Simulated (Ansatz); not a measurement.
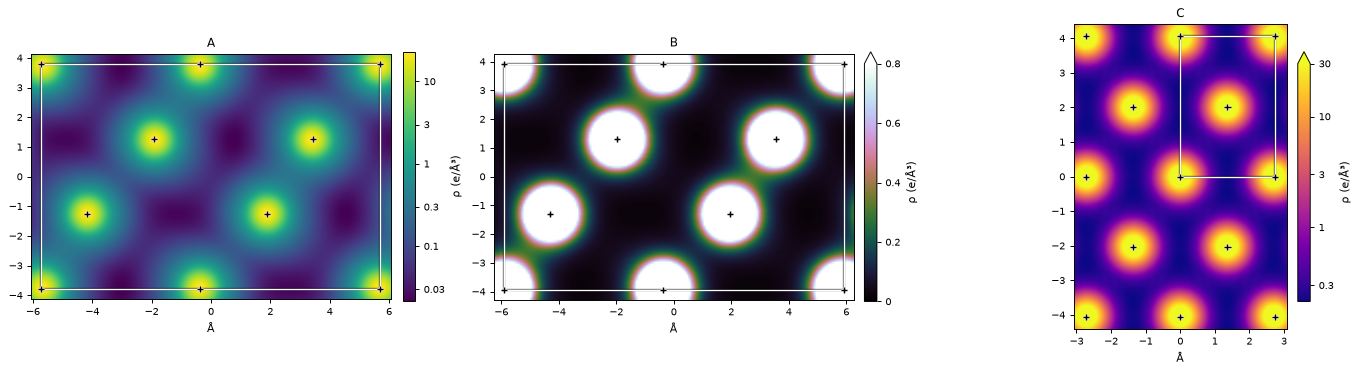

The valence electron density of 3 systems, each on a plane through atoms (crosses mark nuclei in the plane).

Level of theory: Ansatz 0.2.0, Kohn-Sham DFT of a periodic cell, HSE06, Ansatz PAW.

System 1: Sb, the (110) plane of the conventional cell. Space group R-3m; not relaxed (largest force 0.5 eV/Å).

```xyz
6
Lattice="4.3651 0.0000 0.0000 -2.1825 3.7803 0.0000 0.0000 0.0000 11.4224" Properties=species:S:1:pos:R:3 pbc="T T T"
Sb    2.1826    1.2601    1.1404
Sb    0.0000    2.5202    4.9479
Sb    0.0000    0.0000    8.7554
Sb    0.0000    0.0000    2.6670
Sb    2.1826    1.2601    6.4744
Sb    0.0000    2.5202   10.2820
```

System 2: Cu, the (110) plane of the conventional cell. Space group I4/mmm; a structure from a database of computed crystals, not necessarily the ambient phase; computed pressure about 11 GPa in this cell.

```
Cu
1.0
     2.86622    0.00000    0.00000
     0.00000    2.86622    0.00000
     0.00000    0.00000    2.73369
Cu
2
Direct
  0.00000 0.00000 0.00000
  0.50000 0.50000 0.50000
```

System 3: Bi, the (110) plane of the conventional cell. Space group R-3m.

```cif
data_structure
_symmetry_space_group_name_H-M 'P 1'
_symmetry_Int_Tables_number 1
_cell_length_a 4.5350
_cell_length_b 4.5350
_cell_length_c 11.8140
_cell_angle_alpha 90.000
_cell_angle_beta 90.000
_cell_angle_gamma 120.000
_cell_volume 210.42
loop_
_atom_site_label
_atom_site_type_symbol
_atom_site_fract_x
_atom_site_fract_y
_atom_site_fract_z
_atom_site_occupancy
Bi1 Bi 0.66667 0.33333 0.09933 1
Bi2 Bi 0.33333 0.66667 0.43267 1
Bi3 Bi 0.00000 0.00000 0.76600 1
Bi4 Bi 0.00000 0.00000 0.23400 1
Bi5 Bi 0.66667 0.33333 0.56733 1
Bi6 Bi 0.33333 0.66667 0.90067 1
```

Question: Which map belongs to which system?

Answer: Panel A is system 1, Sb: the plane holds Sb. Sb–Sb (2.95 Å): ρ at the midpoint is about 0.34 e/Å³. Panel B is system 3, Bi: the plane holds Bi. Bi–Bi (3.06 Å): the density is about 0.3 e/Å³ at the midpoint. Panel C is system 2, Cu: the plane holds Cu. Cu–Cu (2.44 Å): ρ at the midpoint is about 0.3 e/Å³.
